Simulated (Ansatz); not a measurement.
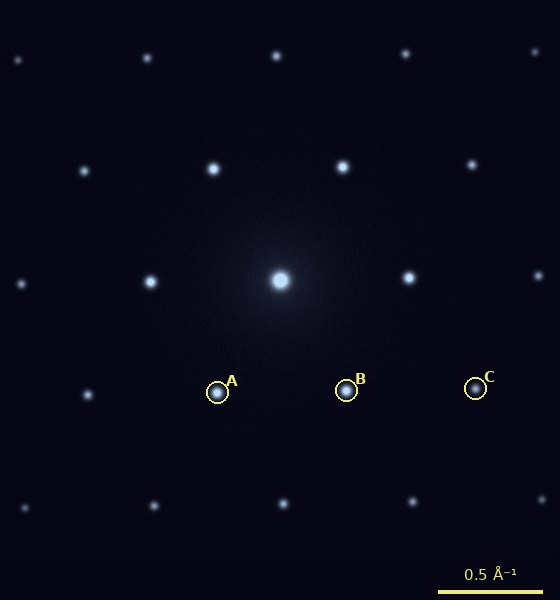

Computed electron diffraction pattern, 100 kV, single scattering only, B = 0.5 Å². The zone axis points towards the electron source and the pattern is seen from the source side.

Crystal: Cd, space group R-3m (No. 166), a = 3.209 Å, c = 7.100 Å (hexagonal axes). Structure: the end point of a relaxation with DFT PBEsol, scalar-relativistic, plane waves, PAW (Ansatz 0.2.0); the starting structure was generated, so it need not be a known form of this composition.

Spot A is indexed -1 2 0 and spot B -2 1 0.

Q: What are the indices of the remaining marked spot?

A: C = −A + 2B = -3 0 0 (d = 0.926 Å).

Q: Which zone axis is this?

A: The cross product of A and B is parallel to [001]; every spot obeys hu + kv + lw = 0.

Q: What are the spacings of A and B and the angle between them?

A: d(A) = 1.605 Å, d(B) = 1.605 Å, and the angle is 60.0°.
